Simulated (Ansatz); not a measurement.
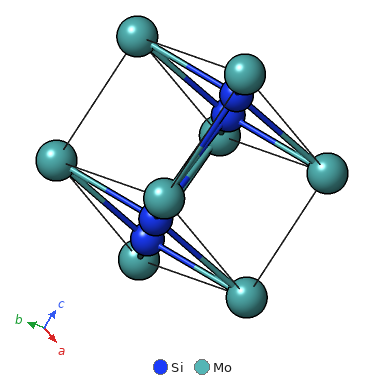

System: a slab cut from Si₂Mo (slab content Si₁₂Mo₆), space group I4/mmm (No. 139). The picture shows the bulk cell.

The given structure:
```
CELL_PARAMETERS angstrom
-1.59500 1.59500 3.91070
1.59500 -1.59500 3.91070
1.59500 1.59500 -3.91070
ATOMIC_POSITIONS crystal
Si 0.33510 0.33510 0.00000
Si 0.66490 0.66490 0.00000
Mo 0.00000 0.00000 0.00000
```

Computed with Ansatz 0.2.0: spacing and rumpling of the atomic planes of a slab cut from the relaxed bulk cell along the Miller plane (conventional indices), bottom to top, after all atoms relax, plane waves with PAW datasets, Γ-centred k mesh. Level: PBEsol, no spin polarisation.

space group in which the indices count 139; Miller index h 1; Miller index k 1; Miller index l 2; top plane Mo; bottom plane Si; planes 18; surface cell (1, 1); slab thickness as cut 11.08 Å; vacuum 15 Å; surface area 20.37 Å²; surface a 4.511 Å; surface b 4.515 Å; surface angle 90 °; slab atoms 18; wave cutoff 420 eV; k mesh 8×8×1; occupations Gaussian; smearing width 0.1 eV; boundary dipole corrected.

What does the calculation give for the spacing change of each pair of planes? The cases: 1–2; 2–3; 3–4; 4–5; 5–6; 6–7; 7–8; 8–9; 9–10; 10–11; 11–12; 12–13; 13–14; 14–15; 15–16; 16–17; 17–18.

The least value, −0.219 Å, is that of 3–4, and the largest, 0.247 Å, that of 4–5. In rising order: 3–4 (−0.219), 1–2 (−0.212), 17–18 (−0.137), 16–17 (−0.107), 5–6 (−0.066), 13–14 (−0.034), 7–8 (−0.030), 11–12 (−0.020), 9–10 (−0.018), 6–7 (−0.011), 14–15 (−0.011), 10–11 (0.016), 2–3 (0.021), 12–13 (0.029), 8–9 (0.052), 15–16 (0.093), 4–5 (0.247), in Å. The spacing to next, in Å, is 0.453 for 1–2, 0.666 for 2–3, 0.426 for 3–4, 0.912 for 4–5, 0.579 for 5–6, 0.633 for 6–7, 0.635 for 7–8, 0.696 for 8–9, 0.627 for 9–10, 0.681 for 10–11, 0.624 for 11–12, 0.674 for 12–13, 0.631 for 13–14, 0.633 for 14–15, 0.737 for 15–16, 0.558 for 16–17 and 0.508 for 17–18. The content of the two planes is Si and Si for 1–2, Si and Mo for 2–3, Mo and Si for 3–4, Si and Si for 4–5, Si and Mo for 5–6, Mo and Si for 6–7, Si and Si for 7–8, Si and Mo for 8–9, Mo and Si for 9–10, Si and Si for 10–11, Si and Mo for 11–12, Mo and Si for 12–13, Si and Si for 13–14, Si and Mo for 14–15, Mo and Si for 15–16, Si and Si for 16–17 and Si and Mo for 17–18.

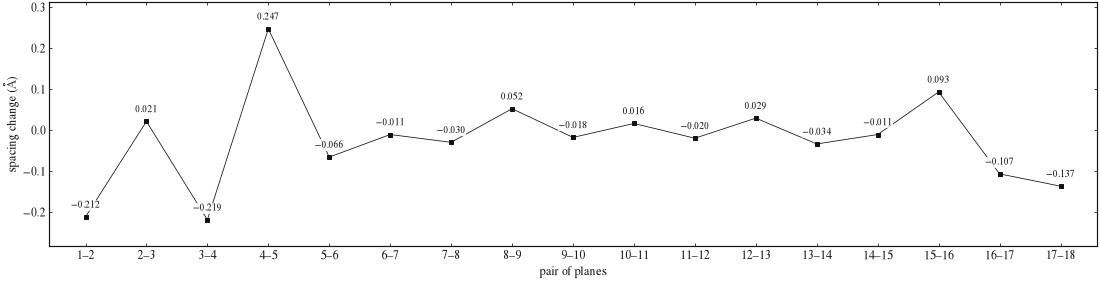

Caveats: coarse k mesh; k mesh lowers the symmetry; xc potential rough in thin density.
